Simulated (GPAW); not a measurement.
# Se K ELNES/XANES of CdSe (F-43m) from DFT, part 2 of 3

Aim: the dependence of the Se K near-edge features of CdSe (F-43m) on volume.

GPAW 26.7.0; X-ray absorption from dipole matrix elements to empty bands, plane-wave PAW PBE.

So far. Step 2 (Ground state of the crystal): The mesh shows a gap of 0.54 eV, so the hole is first treated in a charged cell, without the excited electron.

## (4) Spectrum with FCH, Se atom 2

The holes are 6.1 Å apart. In GPAW the data set carries the hole's charge, so charge=0 means a charged cell and charge=-1 a neutral one. The excited electron is left out and a uniform background balances the charge. After the field has converged, empty bands are computed with the density fixed and the dipole matrix elements are summed.

The absorber has 4 Cd at 2.66 Å (tetrahedral, site symmetry -43m).

Input file xas.py:

```python
import numpy as np
from ase import Atoms
from ase.parallel import parprint, paropen
from gpaw import GPAW, PW, FermiDirac, Mixer, MixerDif, setup_paths
from gpaw.test import gen
setup_paths.insert(0, '.')
gen('Se', name='fch1s', xcname='PBE', corehole=(1, 0, 1), write_xml=True)
from gpaw.mpi import world
world.barrier()

atoms = Atoms('Cd4Se4',
    cell=[[0, -6.1405424, 0],
     [-6.1405424, 0, 0],
     [0, 0, -6.1405424]],
    scaled_positions=[[0, 0, 0],
     [0.5, 0, 0.5],
     [0, 0.5, 0.5],
     [0.5, 0.5, 0],
     [0.75, 0.75, 0.75],
     [0.25, 0.75, 0.25],
     [0.75, 0.25, 0.25],
     [0.25, 0.25, 0.75]],
    pbc=True)
atoms.calc = calc = GPAW(legacy_gpaw=True, mode=PW(430), xc='PBE', setups={4: 'fch1s'},
    kpts={'size': (3, 3, 3), 'gamma': True}, occupations=FermiDirac(0.02),
    charge=0, mixer=Mixer(0.1, 5, 50), maxiter=150,
    convergence={'density': 0.0001}, txt='scf.txt')
energy = atoms.get_potential_energy() + calc.get_reference_energy()
ef = calc.get_fermi_level()
out = dict(energy=energy, fermi=ef, forces=atoms.get_forces().tolist())
parprint(f'all-electron energy {energy:.4f} eV, Fermi level {ef:.4f} eV')
ev = np.array([[calc.get_eigenvalues(k, s) for k in range(len(calc.get_ibz_k_points()))] for s in range(calc.get_number_of_spins())])
out['homo'], out['lumo'], out['counts'] = ev[ev < ef].max(), ev[ev > ef].min(), sorted(set((ev < ef).sum((0, 2)).tolist()))
out['filled'] = (ev[:, 0] < ef).sum(1).tolist()

from ase.units import Ha
from gpaw.xas import dipole_matrix_elements
nb = int(calc.get_number_of_electrons() / 2) + 140
top, nb = nb, nb + 8 + nb // 12
nscf = calc.fixed_density(kpts={'size': (3, 3, 3), 'gamma': True}, nbands=nb,
    convergence={'bands': top, 'eigenstates': 1e-5}, maxiter=60, txt='nscf.txt')
cell = atoms.cell.array
ops = [cell.T @ U.T @ np.linalg.inv(cell.T) for U in nscf.wfs.kd.symmetry.op_scc]
filled = [36]  # bands filled in the ground state, by spin
E = np.arange(-6, 34, 0.1)
fwhm = np.interp(E, [4, 25], [2.33, 3.5])
Y, X, zero, highest = 0, 0, 1e9, 1e9
for spin in range(nscf.get_number_of_spins()):
    wfs = nscf.wfs
    A = dipole_matrix_elements(wfs.setups[4])
    eps = np.zeros((wfs.kd.nibzkpts, nb))
    d = np.zeros((3, A.shape[1], wfs.kd.nibzkpts, nb), complex)
    for kpt in wfs.kpt_u:
        if kpt.s == spin and 4 in kpt.P_ani:
            eps[kpt.k] = kpt.eps_n * Ha
            d[:, :, kpt.k] = (kpt.weight * wfs.nspins / 2) ** 0.5 * np.inner(A, kpt.P_ani[4])
    world.sum(eps)
    world.sum(d)
    T = np.einsum('amkn,bmkn->abkn', d, d.conj()).real
    T = sum(np.einsum('ai,ijkn,bj->abkn', R, T, R) for R in ops) / len(ops)
    empty = np.ones_like(eps, bool) & (np.arange(nb) >= filled[spin])
    zero, highest = min(zero, eps[empty].min()), min(highest, eps[:, top - 1].min())
    lines = [(eps, T, empty)] if spin == 0 else lines + [(eps, T, empty)]
for eps, T, empty in lines:
    f = np.einsum('aakn->akn', T).reshape(3, -1)
    x = eps.ravel() - zero
    w = np.interp(x, E, fwhm) / 2.35482
    g = np.exp(-0.5 * ((E[:, None] - x) / w) ** 2) / (w * (2 * np.pi) ** 0.5)
    Y = Y + (f * empty.ravel()) @ g.T
    X = X + (f * ~empty.ravel()) @ g.T
out.update(E=E.round(2).tolist(), xas=Y.tolist(), xes=X.tolist(), zero=zero, valid=highest - zero, nk=len(eps), nb=nb)
for i in range(0, len(E), 10):
    parprint(f'{E[i]:7.2f}', *(f'{v:10.3e}' for v in Y[:, i]))
import json
with paropen('out.json', 'w') as f:
    json.dump(out, f)
```

Started as:

```bash
$ OMP_NUM_THREADS=1 mpirun -n 2 gpaw python xas.py
```

Numbers of over 12 decimals in the logs are rounded to 6 here.

Log:

```text
Input parameters:
  convergence: {density: 0.0001}
  kpts: {gamma: True,
         size: (3, 3, 3)}
  maxiter: 150
  mixer: {backend: pulay,
          beta: 0.1,
          method: separate,
          nmaxold: 5,
          weight: 50}
  mode: {ecut: 430.0,
         name: pw}
  occupations: {fixmagmom: False,
                name: fermi-dirac,
                width: 0.02}
  setups: {4: fch1s}
  xc: PBE

Initialize ...

[... PAW data sets ...]

Reference energy: -860403.294958  # eV

Spin-paired calculation

[... convergence settings ...]
Symmetries present (total): 6
  [... symmetry matrices ...]

27 k-points: 3 x 3 x 3 Monkhorst-Pack grid
6 k-points in the irreducible part of the Brillouin zone
       k-points in crystal coordinates                weights
   0:     0.00000000    0.00000000    0.00000000          1/27
   1:     0.33333333    0.00000000   -0.33333333          6/27
   2:     0.33333333    0.00000000    0.00000000          6/27
   3:     0.33333333    0.33333333   -0.33333333          6/27
   4:     0.33333333    0.33333333    0.00000000          6/27
   5:     0.33333333    0.33333333    0.33333333          2/27

Wave functions: Plane wave expansion
  Cutoff energy: 430.000 eV
  Number of coefficients (min, max): 4673, 4701
  Pulay-stress correction: 0.000000 eV/Ang^3 (de/decut=0.000000)
  Using FFTW library
  Wavefunction extrapolation:
    Improved wavefunction reuse through dual PAW basis

Occupation numbers: Fermi-Dirac:
  width: 0.0200  # eV

Eigensolver
   Davidson(niter=2)

Densities:
  Coarse grid: 30*30*30 grid
  Fine grid: 60*60*60 grid
  Total Charge: 1.000000

Density mixing:
  Method: separate
  Backend: pulay
  Linear mixing parameter: 0.1
  old densities: 5
  Width of damping distribution: 1.1
  Damping of long wavelength oscillations: 50

[... Hamiltonian set-up ...]
Number of atoms: 8
Number of atomic orbitals: 52
Number of bands in calculation: 48
Number of valence electrons: 72
Bands to converge: occupied

... initialized

Initializing position-dependent things.

Density initialized from atomic densities
Creating initial wave functions:
  48 bands from LCAO basis set

                     Cd

            Cd
         Se
             CdSe
                   Cd
                Se

       Se

Atomic positions and initial magnetic moments

Positions:
   0 Cd     0.000000    0.000000    0.000000    ( 0.0000,  0.0000,  0.0000)
   1 Cd     0.000000   -3.070271   -3.070271    ( 0.0000,  0.0000,  0.0000)
   2 Cd    -3.070271    0.000000   -3.070271    ( 0.0000,  0.0000,  0.0000)
   3 Cd    -3.070271   -3.070271    0.000000    ( 0.0000,  0.0000,  0.0000)
   4 Se    -4.605407   -4.605407   -4.605407    ( 0.0000,  0.0000,  0.0000)
   5 Se    -4.605407   -1.535136   -1.535136    ( 0.0000,  0.0000,  0.0000)
   6 Se    -1.535136   -4.605407   -1.535136    ( 0.0000,  0.0000,  0.0000)
   7 Se    -1.535136   -1.535136   -4.605407    ( 0.0000,  0.0000,  0.0000)

Unit cell:
           periodic     x           y           z      points  spacing
  1. axis:    yes    0.000000   -6.140542    0.000000    30     0.2047
  2. axis:    yes   -6.140542    0.000000    0.000000    30     0.2047
  3. axis:    yes    0.000000    0.000000   -6.140542    30     0.2047

  Lengths:   6.140542   6.140542   6.140542
  Angles:   90.000000  90.000000  90.000000

Effective grid spacing dv^(1/3) = 0.2047

iter:   1   -40.575813
iter:   2   -39.225442   -1.95  -1.16
iter:   3   -37.248447   -1.05  -1.22
iter:   4   -37.255257   -2.96  -1.51
iter:   5   -37.218718   -2.81  -1.54
iter:   6   -37.199854   -3.62  -2.30
iter:   7   -37.196621c  -3.66  -2.37
iter:   8   -37.196121c  -4.52  -2.90
iter:   9   -37.196243c  -4.96  -3.11
iter:  10   -37.196161c  -5.48  -3.17
iter:  11   -37.196159c  -6.43  -3.63
iter:  12   -37.196154c  -6.30  -3.76
iter:  13   -37.196155c  -7.03  -3.99
iter:  14   -37.196155c  -7.26  -4.04c
iter:  15   -37.196155c  -7.77c -4.53c

Converged after 15 iterations.

Dipole moment: (-0.316120, -0.316120, -0.316120) |e|*Ang

Energy contributions relative to reference atoms: (reference = -860403.294958)

Kinetic:        +55.595228
Potential:      -65.329405
External:        +0.000000
XC:             -27.693791
Entropy (-ST):   -0.000000
Local:           +0.231813
SIC:             +0.000000
--------------------------
Free energy:    -37.196155
Extrapolated:   -37.196155

Showing only first 2 kpts
 Kpt  Band  Eigenvalues  Occupancy
  0    34      3.15846    2.00000
  0    35      3.15846    2.00000
  0    36      3.74206    0.00000
  0    37      6.64186    0.00000

  1    34      2.32977    2.00000
  1    35      2.93774    2.00000
  1    36      5.91087    0.00000
[...]
Fermi level: 3.46122

Gap: 0.584 eV
Transition (v -> c):
  (s=0, k=0, n=35, [0.00, 0.00, 0.00]) -> (s=0, k=0, n=36, [0.00, 0.00, 0.00])
No difference between direct/indirect transitions

Forces in eV/Ang:
  0 Cd   -0.60635   -0.60635   -0.60635
  1 Cd   -0.60635    0.60636    0.60636
  2 Cd    0.60636   -0.60635    0.60636
  3 Cd    0.60636    0.60636   -0.60635
  4 Se    0.00001    0.00001    0.00001
  5 Se   -0.00000   -0.00001   -0.00001
  6 Se   -0.00001   -0.00000   -0.00001
  7 Se   -0.00001   -0.00001   -0.00000
Scalar-relativistic atomic PBE calculation for Se (Selenium, Z=34)
Core hole in 1s state (1s occupation: 1.0)
600 radial gridpoints.
|------------------------------------------------|
|------------------------------------------------|
[... the atom generator's iteration count ...]

Energy contributions:
-------------------------
Kinetic:    +1995.332652
XC:           -77.338929
Potential:  -3880.415820
-------------------------
Total:      -1962.422097

state      eigenvalue         ekin         rmax
-----------------------------------------------
1s^1.0 :  -474.645999   596.265971        0.029
2s^2.0 :   -62.888667   119.745014        0.161
2p^6.0 :   -56.461753   117.818727        0.128
3s^2.0 :    -8.979962    28.652734        0.489
3p^6.0 :    -6.776424    26.375695        0.482
3d^10.0:    -2.889029    21.572423        0.430
4s^2.0 :    -1.099374     4.413458        1.422
4p^4.0 :    -0.643622     3.138376        1.627
-----------------------------------------------
(units: Bohr and Hartree)

Generating PAW setup
Kinetic energy of the core from tauc = 1996.400626
Cutoffs:
rc(s)=1.600
rc(p)=1.900
rc(d)=1.600
rc(vbar)=1.440
rc(comp)=1.600
rc(nct)=1.900

Kinetic energy of the core states: 1973.952231
Charge: 1.0
Core electrons: 27.0
Valence electrons: 6.0
Pseudo-core charge: 0.683671
Shape function alpha=3.906
Pseudo-electron charge 7.110734
state    eigenvalue         norm
--------------------------------
4s(2) :    -1.099374     1.141074
*s    :    -0.099374
4p(4) :    -0.643622     1.036229
*p    :     0.356378
*d    :     0.000000
--------------------------------

Diagonalizing with gridspacing h=0.050

state   all-electron     PAW
-------------------------------
4s:      -1.099374    -1.100023
4p:      -0.643622    -0.644201
*d:                   -0.133486
*f:                   -0.018142
-------------------------------
all-electron energy -860440.4911 eV, Fermi level 3.4612 eV
[...]
31.00  9.715e-08  9.715e-08  9.715e-08
  32.00  8.223e-08  8.223e-08  8.223e-08
  33.00  7.662e-08  7.662e-08  7.662e-08
```

The job ended after 92 s (2 MPI ranks of Arm Neoverse V1, shared host; peak memory 0.35 GiB).

The Se K spectrum, Se atom 2, full core hole (charged cell) (energy from the lowest empty level; intensity scaled to a mean of 1 over the first 20 eV):

```csv
E (eV),intensity
-2.0,0.00
-0.5,0.02
1.0,0.32
2.5,1.15
4.0,1.46
5.5,1.40
7.0,1.53
8.5,1.06
10.0,0.65
11.5,0.58
13.0,0.92
14.5,1.22
16.0,1.06
17.5,0.87
19.0,0.90
20.5,0.89
22.0,1.09
23.5,1.19
25.0,0.98
26.5,0.91
28.0,1.08
29.5,1.30
31.0,1.20
```

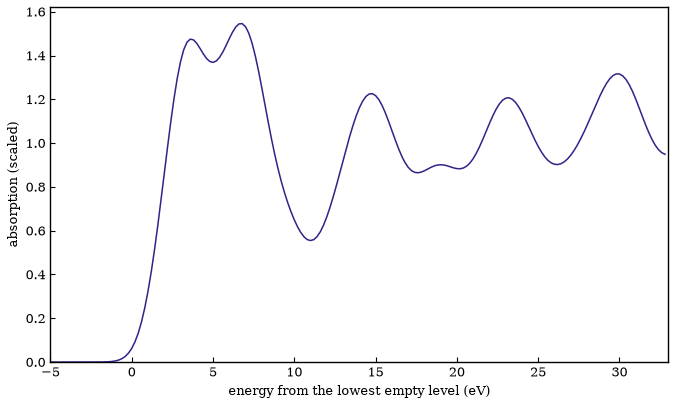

The Se K edge, Se atom 2, full core hole (charged cell): main maxima at 3.6, 6.8 and 29.8 eV.

Main maxima below 30 eV (height): 3.6 eV (1.47), 6.8 eV (1.55), 14.8 eV (1.23), 23.2 eV (1.21) and 29.8 eV (1.32). A K edge sees empty p states on the absorber.

The energy difference (zero at 12692 eV) isn't read as a photon energy: for so heavy an absorber the terms left out (the hole's spin, the functional's error) amount to tens of eV or more.

## (5) Supercell without a hole, the energy reference

The cell changes for the next run, so it gets a reference energy of its own.

The cell differs from the one that the last finished run ended in (a 6.141 → 6.201 Å, b 6.141 → 6.201 Å, c 6.141 → 6.201 Å).

Input file scf.py:

```python
import numpy as np
from ase import Atoms
from ase.parallel import parprint, paropen
from gpaw import GPAW, PW, FermiDirac, Mixer, MixerDif, setup_paths
from gpaw.test import gen
setup_paths.insert(0, '.')
gen('Se', name='nch1s', xcname='PBE', corehole=(1, 0, 0), write_xml=True)
from gpaw.mpi import world
world.barrier()

atoms = Atoms('Cd4Se4',
    cell=[[0, -6.2013438, 0],
     [-6.2013438, 0, 0],
     [0, 0, -6.2013438]],
    scaled_positions=[[0, 0, 0],
     [0.5, 0, 0.5],
     [0, 0.5, 0.5],
     [0.5, 0.5, 0],
     [0.75, 0.75, 0.75],
     [0.25, 0.75, 0.25],
     [0.75, 0.25, 0.25],
     [0.25, 0.25, 0.75]],
    pbc=True)
atoms.calc = calc = GPAW(legacy_gpaw=True, mode=PW(430), xc='PBE', setups={4: 'nch1s'},
    kpts={'size': (3, 3, 3), 'gamma': True}, occupations=FermiDirac(0.02),
    charge=0, mixer=Mixer(0.1, 5, 50), maxiter=150,
    convergence={'density': 0.0001}, txt='scf.txt')
energy = atoms.get_potential_energy() + calc.get_reference_energy()
ef = calc.get_fermi_level()
out = dict(energy=energy, fermi=ef, forces=atoms.get_forces().tolist())
parprint(f'all-electron energy {energy:.4f} eV, Fermi level {ef:.4f} eV')
ev = np.array([[calc.get_eigenvalues(k, s) for k in range(len(calc.get_ibz_k_points()))] for s in range(calc.get_number_of_spins())])
out['homo'], out['lumo'], out['counts'] = ev[ev < ef].max(), ev[ev > ef].min(), sorted(set((ev < ef).sum((0, 2)).tolist()))
out['filled'] = (ev[:, 0] < ef).sum(1).tolist()
import json
with paropen('out.json', 'w') as f:
    json.dump(out, f)
```

Started as:

```bash
$ OMP_NUM_THREADS=1 mpirun -n 2 gpaw python scf.py
```

Log:

```text
Input parameters:
  convergence: {density: 0.0001}
  kpts: {gamma: True,
         size: (3, 3, 3)}
  maxiter: 150
  mixer: {backend: pulay,
          beta: 0.1,
          method: separate,
          nmaxold: 5,
          weight: 50}
  mode: {ecut: 430.0,
         name: pw}
  occupations: {fixmagmom: False,
                name: fermi-dirac,
                width: 0.02}
  setups: {4: nch1s}
  xc: PBE

Initialize ...

[...]
4s(2) :    -0.634914     1.091049
*s    :     0.365086
4p(4) :    -0.239319     1.027021
*p    :     0.760681
*d    :     0.000000
--------------------------------

Diagonalizing with gridspacing h=0.050

state   all-electron     PAW
-------------------------------
4s:      -0.634914    -0.635422
4p:      -0.239319    -0.239692
*d:                    0.039336
*f:                    0.072876
-------------------------------
all-electron energy -873129.1182 eV, Fermi level 3.2926 eV
[key lines of the parts left out:]
Converged after 13 iterations.
Dipole moment: (0.000007, 0.000007, 0.000007) |e|*Ang
Free energy:    -22.515484
Fermi level: 3.29258
```

It took 18 s on 2 MPI ranks; peak memory 0.24 GiB.

Reference energy: -873129.118 eV with the cores included.

## (6) Spectrum with FCH, Se atom 2

Shorter bonds are expected to push antibonding states and scattering resonances up, and longer ones down; the cell is scaled to test that.

Changed against the first core-hole run: volume scale from 1 to 1.03.

Changes to xas.py since step 4:

```diff
@@ -11,5 +11,5 @@
 atoms = Atoms('Cd4Se4',
-    cell=[[0, -6.1405424, 0],
-     [-6.1405424, 0, 0],
-     [0, 0, -6.1405424]],
+    cell=[[0, -6.2013438, 0],
+     [-6.2013438, 0, 0],
+     [0, 0, -6.2013438]],
     scaled_positions=[[0, 0, 0],
@@ -37,3 +37,3 @@
 from gpaw.xas import dipole_matrix_elements
-nb = int(calc.get_number_of_electrons() / 2) + 140
+nb = int(calc.get_number_of_electrons() / 2) + 144
 top, nb = nb, nb + 8 + nb // 12
```

Started as:

```bash
$ OMP_NUM_THREADS=1 mpirun -n 2 gpaw python xas.py
```

Log:

```text
Input parameters:
  convergence: {density: 0.0001}
  kpts: {gamma: True,
         size: (3, 3, 3)}
  maxiter: 150
  mixer: {backend: pulay,
          beta: 0.1,
          method: separate,
          nmaxold: 5,
          weight: 50}
  mode: {ecut: 430.0,
         name: pw}
  occupations: {fixmagmom: False,
                name: fermi-dirac,
                width: 0.02}
  setups: {4: fch1s}
  xc: PBE

Initialize ...

[...]
*p    :     0.356378
*d    :     0.000000
--------------------------------

Diagonalizing with gridspacing h=0.050

state   all-electron     PAW
-------------------------------
4s:      -1.099374    -1.100023
4p:      -0.643622    -0.644201
*d:                   -0.133486
*f:                   -0.018142
-------------------------------
all-electron energy -860440.2800 eV, Fermi level 3.1414 eV
[...]
32.00  7.874e-08  7.874e-08  7.874e-08
  33.00  7.829e-08  7.829e-08  7.829e-08
[key lines of the parts left out:]
Converged after 15 iterations.
Dipole moment: (-0.317476, -0.317476, -0.317476) |e|*Ang
Free energy:    -36.985016
Fermi level: 3.14142
```

The job ended after 98 s (2 MPI ranks; peak memory 0.35 GiB; 3.3 min of CPU time).

```csv
E (eV),first run,this run
-2.0,0.00,0.00
-1.0,0.01,0.01
0.0,0.06,0.07
1.0,0.32,0.33
2.0,0.86,0.88
3.0,1.37,1.38
4.0,1.46,1.43
5.0,1.37,1.34
6.0,1.48,1.47
7.0,1.53,1.52
8.0,1.25,1.24
9.0,0.88,0.87
10.0,0.65,0.63
11.0,0.55,0.55
12.0,0.66,0.69
13.0,0.92,0.96
14.0,1.16,1.18
15.0,1.22,1.20
16.0,1.06,1.03
17.0,0.89,0.89
18.0,0.87,0.90
19.0,0.90,0.91
20.0,0.88,0.89
21.0,0.93,0.97
22.0,1.09,1.14
23.0,1.21,1.20
24.0,1.14,1.09
25.0,0.98,0.95
26.0,0.90,0.91
27.0,0.94,0.99
28.0,1.08,1.16
29.0,1.25,1.30
30.0,1.32,1.29
31.0,1.20,1.12
32.0,1.02,0.98
```

The scaled spectrum changes by 3 % r.m.s. The highest intensity below 24 eV goes from 6.8 eV (1.55) to 6.6 eV (1.54).

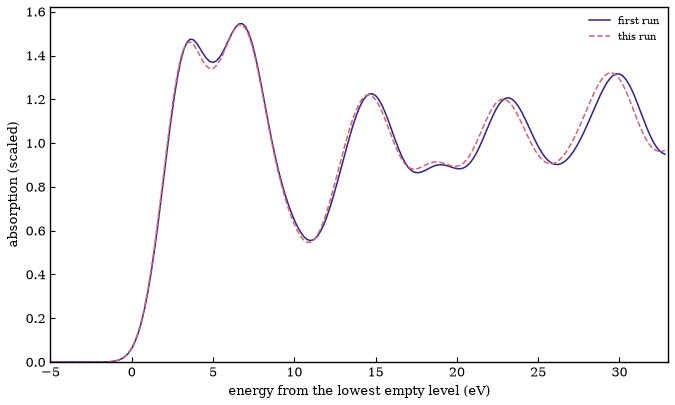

The effect of the change (volume scale from 1 to 1.03).

The photon energy of the zero moves by -0.12 eV.

## (7) Reference energy of the supercell

The cell changes for the next run, so it gets a reference energy of its own.

The cell differs from the one that the last finished run ended in (a 6.201 → 6.261 Å, b 6.201 → 6.261 Å, c 6.201 → 6.261 Å).

Changes to scf.py since step 5:

```diff
@@ -11,5 +11,5 @@
 atoms = Atoms('Cd4Se4',
-    cell=[[0, -6.2013438, 0],
-     [-6.2013438, 0, 0],
-     [0, 0, -6.2013438]],
+    cell=[[0, -6.26097576, 0],
+     [-6.26097576, 0, 0],
+     [0, 0, -6.26097576]],
     scaled_positions=[[0, 0, 0],
```

Started as:

```bash
$ OMP_NUM_THREADS=1 mpirun -n 2 gpaw python scf.py
```

Log:

```text
Input parameters:
  convergence: {density: 0.0001}
  kpts: {gamma: True,
         size: (3, 3, 3)}
  maxiter: 150
  mixer: {backend: pulay,
          beta: 0.1,
          method: separate,
          nmaxold: 5,
          weight: 50}
  mode: {ecut: 430.0,
         name: pw}
  occupations: {fixmagmom: False,
                name: fermi-dirac,
                width: 0.02}
  setups: {4: nch1s}
  xc: PBE

Initialize ...

[...]
4s(2) :    -0.634914     1.091049
*s    :     0.365086
4p(4) :    -0.239319     1.027021
*p    :     0.760681
*d    :     0.000000
--------------------------------

Diagonalizing with gridspacing h=0.050

state   all-electron     PAW
-------------------------------
4s:      -0.634914    -0.635422
4p:      -0.239319    -0.239692
*d:                    0.039336
*f:                    0.072876
-------------------------------
all-electron energy -873129.0718 eV, Fermi level 2.9849 eV
[key lines of the parts left out:]
Converged after 13 iterations.
Dipole moment: (-0.000001, -0.000001, -0.000001) |e|*Ang
Free energy:    -22.469134
Fermi level: 2.98487
```

Elapsed: 18 s, on 2 MPI ranks; peak memory 0.24 GiB; 35 s of CPU time.

Reference energy: -873129.072 eV with the cores included.

(Continued in part 3 of 3.)

[Banner, clock and machine lines of the logs are left out without a mark of their own.]

[Logs are printed without paths, hosts, clocks, repeated set-up lines and the standing remarks that a program may print on its own settings, such as how far it seeks lower states.]

[Hosts, paths, dates, database ids (printed as entryN), source tags and the programs' standing remarks are cut or masked in the printed files.]

[Lists of maxima count a maximum above −3 eV only where it reaches 4 % of the highest in the window and stands out from its surroundings by 2 % of it (1.5 % where it reaches 55 %); shoulders and weaker maxima are passed over, and of the rest the first, up to two pre-edge ones and the few strongest are named.]
